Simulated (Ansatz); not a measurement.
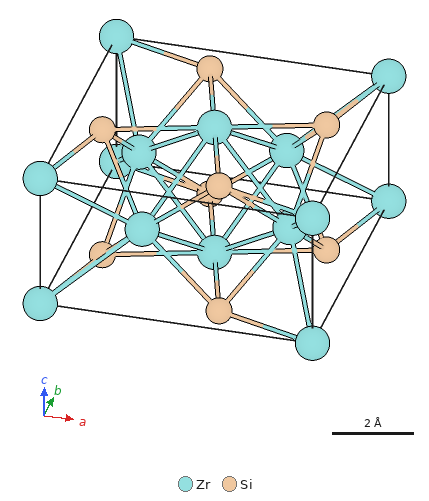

Normal modes of solid Zr3Si2, at the zone centre. A ball-and-stick model of the cell of the calculation, seen from a free direction.

Level of theory: Ansatz, DFT PBEsol, scalar-relativistic, plane waves, PAW. (plane-wave cutoff 420 eV; k-point mesh 6 × 6 × 10; occupations fermi dirac; smearing width 0.15 eV; no spin polarisation)

The frequencies depend somewhat on the k-mesh and the smearing.

Q: List the optical modes.

A: The calculation's cell holds 10 atoms, so there are 27 optical modes, in 19 levels. No level is unstable.

```
level           symmetry  frequency (cm⁻¹)         activity
    1                A₁u               128           silent
    2                B₁g               141     Raman-active
    3                A₂g               161           silent
    4  triply degenerate               163     not assigned
    5                A₂u               166  infrared-active
    6                E_g               174     Raman-active
    7                E_u               184  infrared-active
    8                B₁u               198           silent
    9                E_u               202  infrared-active
   10                B₂g               205     Raman-active
   11                B₁u               295           silent
   12                E_g               301     Raman-active
   13                B₁g               313     Raman-active
   14                E_u               316  infrared-active
   15                E_u               320  infrared-active
   16                A₂g               321           silent
   17                A₂u               322  infrared-active
   18                A₁g               394     Raman-active
   19                B₂g               408     Raman-active
```

The crystal is a metal, so free carriers screen the infrared response.

The modes drawn as arrows (one member of each degenerate set), 6 of the levels:

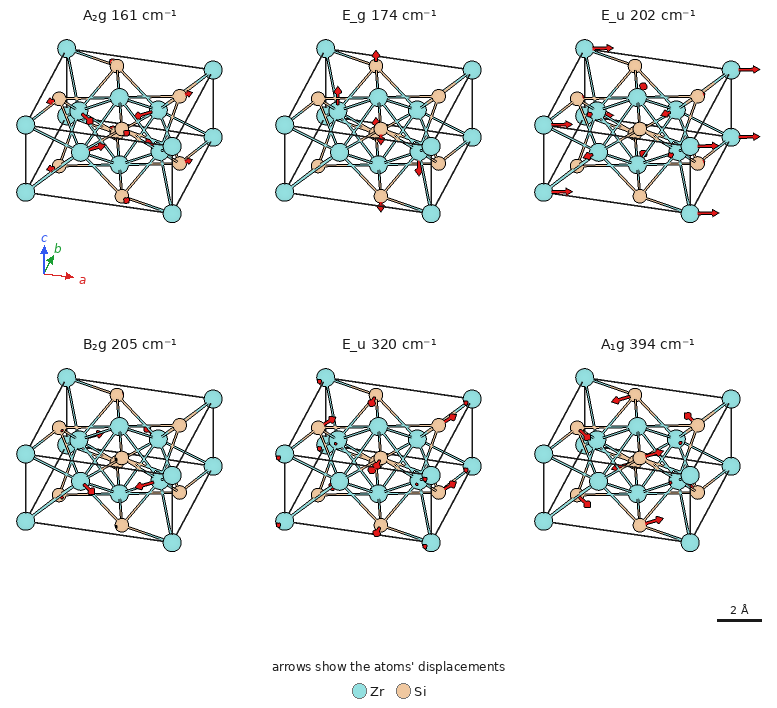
